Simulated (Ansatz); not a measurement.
HgSe

The calculation's input:

```
crystal:
  lattice:
    - [0.0, 3.0186034123, 3.0186034123]
    - [3.0186034123, 0.0, 3.0186034123]
    - [3.0186034123, 3.0186034123, 0.0]
  atoms:
    - { symbol: Hg, position: [0.0, 0.0, 0.0] }
    - { symbol: Se, position: [0.75, 0.75, 0.75] }
hamiltonian:
  xc: r2scan
  pseudopotentials: { kind: paw }
kpoints:
  mp_grid: { grid: [8, 8, 8] }
scf:
  occupations: { method: fermi_dirac, width: 0.05 }
output:
  forces: true
  stress: true
  eigenvalues: true
  write_density: true
  write_potential: true
  elf: true
  volumetric_format: npy
```

Run with:

```sh
ansatz run input.yaml --threads 2 --pin off --max-ram 5632MiB --backend cpu --events-out ev --progress --plain --runs-dir out
```

Below, planes, directions and counts refer to the conventional cell (a = 6.04 Å, b = 6.04 Å, c = 6.04 Å, α = 90.00°, β = 90.00°, γ = 90.00°).

Space group F-43m; computed pressure about 4 GPa in this cell.

These are results of Kohn-Sham DFT of a periodic cell, r2SCAN, Ansatz PAW in Ansatz 0.2.0, not measurements.

The density is the valence pseudo-density of a PAW calculation; it isn't the true density close to the nuclei.

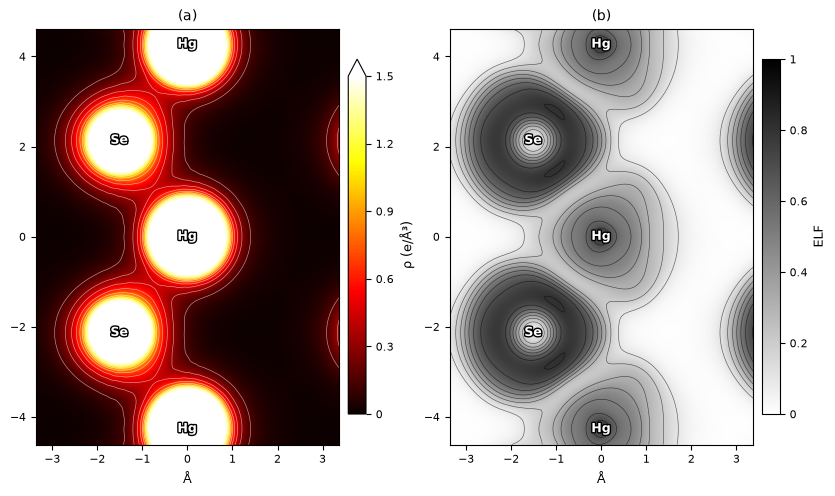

Figure 1. (a) valence charge density (pseudo); (b) ELF on the (110) plane of the conventional cell.

Q: Interpret the plot.

A: The plane passes through Hg and Se nuclei. Hg–Se (2.61 Å): ρ is about 0.44 e/Å³ halfway; the ELF is about 0.35 at the midpoint and 0.20 at its lowest between the atoms. Between the atoms the lowest density in this plane is 0.01 e/Å³. The features right at Hg lie inside the PAW spheres, where the map follows smoothed inner orbitals and isn't to be read closely.

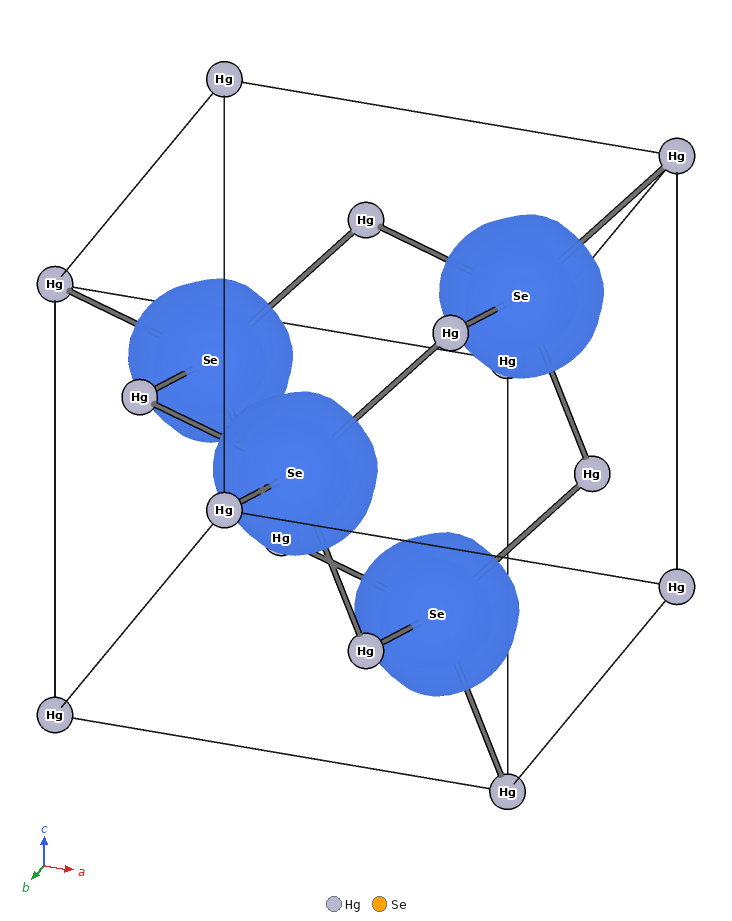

Figure 2. Isosurface of the electron localisation function at 0.75 (blue), seen at an oblique angle. Core shells and regions of very low density are left out. Sticks mark near contacts.

Q: Where are the electrons localised?

A: The surface consists of four regions wrapped around Se (the valence shell of each), counted in one cell of 8 atoms. Any copies at cell faces, edges or corners count once.
